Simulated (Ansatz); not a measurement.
**Run report: Pt, single-point calculation**

- system: Pt (1 atom in the cell)
- method: DFT r2SCAN, scalar-relativistic, plane waves, PAW, no spin polarisation (Ansatz 0.2.0)

The structure derives from an entry of the Crystallography Open Database.

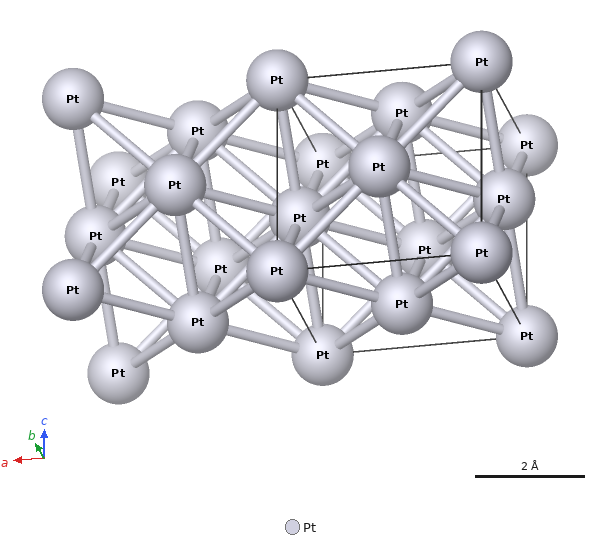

Figure 1. The structure as given in the input (ball-and-stick view of the cell 4 times as large as that of the calculation, set on its symmetry axes, repeated 2 × 1 × 1, seen at an oblique angle).

**Key numbers**

| quantity | value |
| --- | --- |
| outcome | converged |
| space group (tolerance 0.01 Å) | Fm-3m (225) |
| electrons treated | 18 |
| free energy | −12536.7349 eV |
| Fermi energy | 24.662 eV |
| gap on the k-point mesh | none (metallic) |
| pressure | 19.86 GPa |
| largest force (length of the vector) | under 0.001 eV/Å |
| hardware | 1 thread of Intel Xeon @ 2.50GHz (Skylake/Cascade Lake), 128 GiB of memory available, shared host |
| wall time | 6.5 s |
| peak memory | 0.48 GiB |

**Notes**

Spin–orbit coupling is left out, which matters for Pt. The cell is under a pressure of 19.9 GPa at this level, so it is not at its equilibrium volume.

**Input file**
```yaml
crystal:
  lattice:
    - [0.0, 1.9298773821, 1.9298773821]
    - [1.9298773821, 0.0, 1.9298773821]
    - [1.9298773821, 1.9298773821, 0.0]
  atoms:
    - { symbol: Pt, position: [0.0, 0.0, 0.0] }
basis:
  ecutwfc: 500
kpoints:
  mp_grid: { grid: [18, 18, 18] }
hamiltonian:
  xc: r2scan
scf:
  occupations: { method: gaussian, width: 0.1 }
output:
  forces: true
  stress: true
  eigenvalues: true
  write_density: true
  write_potential: true
  elf: true
  volumetric_format: npy
```

Launch command:
```bash
ansatz run input.yaml --threads 1 --pin off --max-ram 2560MiB --backend cpu --events-out ev --progress --plain --runs-dir out
```

**What the program printed**
```
Engine: ansatz 0.2.0, x86_64-unknown-linux-gnu
Pseudopotentials: kind: paw
Pseudopotential: Pt, paw, valence charge 18, recommended cutoff 500 eV (meta_gga), Pt.paw.azcp
Functional definition: r2SCAN
  parameter k0 = 0.174
  parameter k1 = 0.065
  parameter a1 = 4.9479
  exchange = r2scan_x(k0 = k0, k1 = k1, a1 = a1)
  correlation = r2scan_c
Crystal: 1 atoms, lattice volume = 14.375 Å³
Basis set: ecut = 500 eV, 339 PW (Γ), exchange–correlation on 80×80×80 points (64 copies of the dense FFT grid, shifted against one another)
Bands: 13, of which v1, the nominal top of the filled ones, is band 9 counted from 1 (8 counted from 0)
Symmetry: 48 space group operations
Space group: Fm-3m (ITA 225), of the structure as read, at distance tolerance 2.4e-5 Å
k-points: 195 of 5832
Non-local potential: Pt, projectors of the file, l = 0: 3, l = 1: 2, l = 2: 2, l = 3: 1
PAW form: soft (Blöchl's): semilocal exchange-correlation on the pseudo side does not see the compensation charge
PAW frozen core: Pt, regenerated for the run's functional (the file was generated under x = pbe(κ = 0.804, μ = 0.2195149727645171), c = pbe(β = 0.06672455060314922))
PAW one-centre angular grid: Pt, 590 points (default); XC on 160 Gauss nodes
Initial density: superposition of atomic densities (neutral atoms: chi_scale 0, normalization atom), corrected by the library's trained network
Initial wavefunctions: pseudopotential atomic-orbital guess
Functional: x = r2scan, c = r2scan; τ floored in thin density (d = 2e-4 eV/Å³)
SCF iter   1: F=—  HF=-12536.728872 eV  |F-HF|=—  |Δ(HF+E_count)|=         —  Δρ=1.34e-2  dr2=1.90e-2  dr2_τ=1.40e-2  ethr=1.77e-3  ⟨swp⟩=5.0  Hψ=13997  notcnv=0
preconditioner: auto → none  [metal: Δε(μ)=0.010 eV  Ē_g=15.468 eV  σ=0.100 eV  W_gap=0.06  n_scr=8 (ndim 8)  ℏωp=31.0 eV  f_vac=0.000  D(μ)=1.88/eV (n_scr^D=26)  sad-step TF]
SCF iter   2: F=—  HF=-12536.734608 eV  |F-HF|=—  |Δ(HF+E_count)|=   5.74e-3  Δρ=6.61e-3  dr2=4.14e-3  dr2_τ=5.80e-4  ethr=1.06e-4  ⟨swp⟩=2.2  Hψ=4783  notcnv=0  defer=3
SCF iter   3: F=—  HF=-12536.734821 eV  |F-HF|=—  |Δ(HF+E_count)|=   2.12e-4  Δρ=9.45e-4  dr2=6.99e-5  dr2_τ=6.90e-6  ethr=2.30e-5  ⟨swp⟩=2.0  Hψ=3361  notcnv=0  defer=3
SCF iter   4: F=—  HF=-12536.734863 eV  |F-HF|=—  |Δ(HF+E_count)|=   4.26e-5  Δρ=1.50e-4  dr2=2.33e-6  dr2_τ=3.02e-7  ethr=3.88e-7  ⟨swp⟩=2.0  Hψ=3454  notcnv=0  defer=3
iter 5 did not close the SCF: its close was put off for the readings that it lacked (scf_convergence_deferred on its scf_iter line)
SCF iter   5: F=-12536.734864 eV  HF=-12536.734863 eV  |F-HF|=7.46e-8  |Δ(HF+E_count)|=   9.86e-8  Δρ=2.75e-5  dr2=3.98e-8  dr2_τ=7.87e-9  ethr=1.29e-8  ⟨swp⟩=2.5  Hψ=4211  notcnv=0  defer=3
SCF iter   6: F=-12536.734864 eV  HF=-12536.734864 eV  |F-HF|=1.07e-8  |Δ(HF+E_count)|=   7.80e-8  Δρ=1.41e-5  dr2=1.27e-8  dr2_τ=1.22e-9  ethr=2.21e-10  ⟨swp⟩=5.4  Hψ=13856  notcnv=0
SCF 1 converged in 6 iterations: F = -12536.734864 eV  dr2 = 1.27e-8
  greatest PAW one-centre occupation: 1.000 electrons in one spin orbital (limit 2), on the Pt atom at site 0 (counted from 0), in its partial waves of l = 0
```

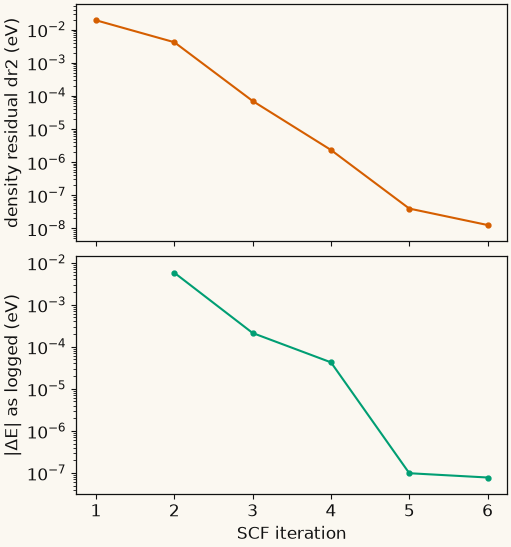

Figure 2. Convergence of the self-consistent field: density residual dr2 and size of the energy change against the SCF iteration. The residual falls at every step.

```
SCF converged after 6 iterations
Free energy (F): -12536.734864 eV
Harris-Foulkes:  -12536.734864 eV  (|F-HF|=1.07e-8)
Internal energy: -12536.725473 eV  (E = F + TS)
E sigma→0 (E₀):  -12536.730168 eV
Entropy (-TS):   -0.009390 eV (-9.390 meV/atom)
Fermi energy:    24.662442 eV
--- Per-component energies (eV) ---
  E_band       = -124.145789
  E_kinetic    = 640.451131
  E_local      = -1402.225519  (includes V_loc(G=0)·N_el)
  E_nonlocal   = 202.028398
  E_hartree    = 525.547649
  E_xc         = -251.216183
  E_vxc        = -339.132293  (∫ρ·V_xc dr)
  E_paw        = -9480.099700  (= ΣΔE_a)
  E_vpaw       = -297.995573  (= ΣTr[D̂ρ^β])
  E_aug_tail   = 0.000161  (compensation charges beyond the density's cutoff)
  E_vtau       = 21.629410  (kinetic-family band-sum trace: ∫τ·v_τ [+ j·A + Jᵃ·Aᵃ] dr)
  E_ewald      = -2770.979914
  E_core_change = -0.231494  (= ΣΔE_core)
  E_smearing   = -0.009390  (= −TS)
  E_closure    = -0.000000  (closes the sum)
  Σ components = -12536.734864   (vs F -12536.734864, Δ=0.00e0)
--- Forces (eV/Å), atoms counted from 1 ---
  atom   1  Pt    -0.00000000     0.00000000     0.00000000
  max |Σ_I F_I| component: 1.31e-31 eV/Å
--- Stress (GPa, compression-positive) ---
       19.857637       0.000000       0.000000
       -0.000000      19.857637      -0.000000
        0.000000      -0.000000      19.857637
  P = ⅓ Tr σ = 19.8576 GPa (198.576 kbar)
--- Band table (eV; the first three rows and the last of 195) ---
  k-point 0: bands = ["-76.0944", "-29.4320", "-29.4320", "-29.4320", "13.6184", "20.4172", "20.4172", "20.4172", "22.7657", "22.7657", "39.8526", "45.2935", "45.2935"]
  k-point 1: bands = ["-76.0929", "-29.4509", "-29.4346", "-29.4346", "13.7553", "20.3540", "20.4729", "20.4729", "22.7337", "22.7337", "40.0690", "44.6316", "45.5047"]
  k-point 2: bands = ["-76.0888", "-29.5053", "-29.4423", "-29.4423", "14.1523", "20.1930", "20.6181", "20.6181", "22.6660", "22.6660", "40.6618", "43.2192", "46.1203"]
  k-point 194: bands = ["-76.0305", "-29.8668", "-29.8063", "-29.6654", "18.2720", "19.0997", "20.1030", "22.4502", "25.2394", "32.6161", "32.8822", "34.3422", "37.7906"]
```

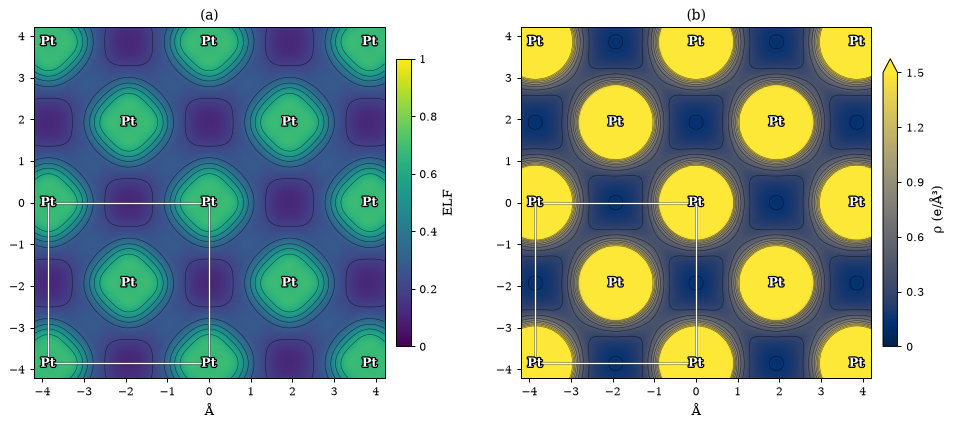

Figure 3. (a) ELF; (b) valence pseudo-density on the (100) plane of the conventional cell. The section cuts through Pt sites. Pt–Pt (2.73 Å): ρ at the midpoint is about 0.4 e/Å³; the ELF is about 0.30 at the midpoint (no shared electron pair). Away from the nuclei the density in this plane falls to 0.14 e/Å³ at its lowest. The strong features right at Pt lie inside the PAW spheres (semicore, d or f shells) and say nothing about bonding. The fields are those of the smooth PAW valence density.

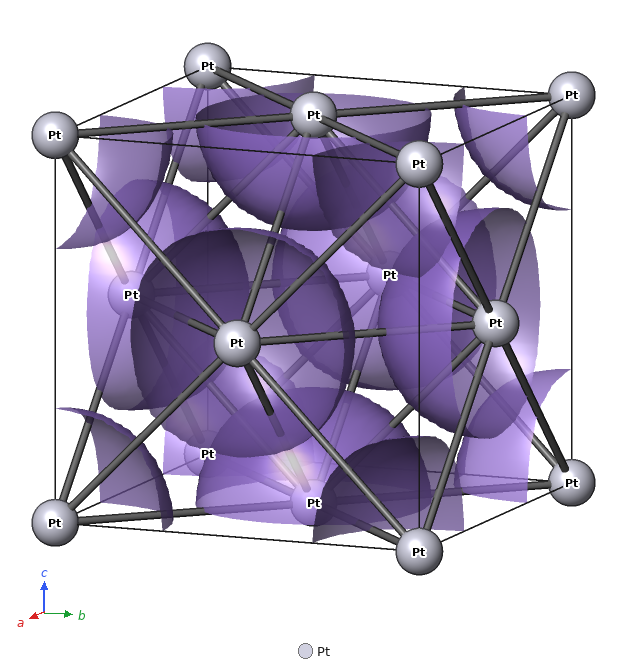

Figure 4. Isosurface of the valence charge density (pseudo) at 0.5 e/Å³ (purple), seen slightly off an axis. Sticks mark near contacts. The outline is the cell set on symmetry axes. At this value the density breaks into separate islands; it holds about 85 % of the electrons treated as valence (semicore included). It is pinched off along the Pt–Pt (2.73 Å) contacts. On the grid the lowest density along these lines, outside the cores, is 0.4 e/Å³ (Pt–Pt, 2.73 Å).
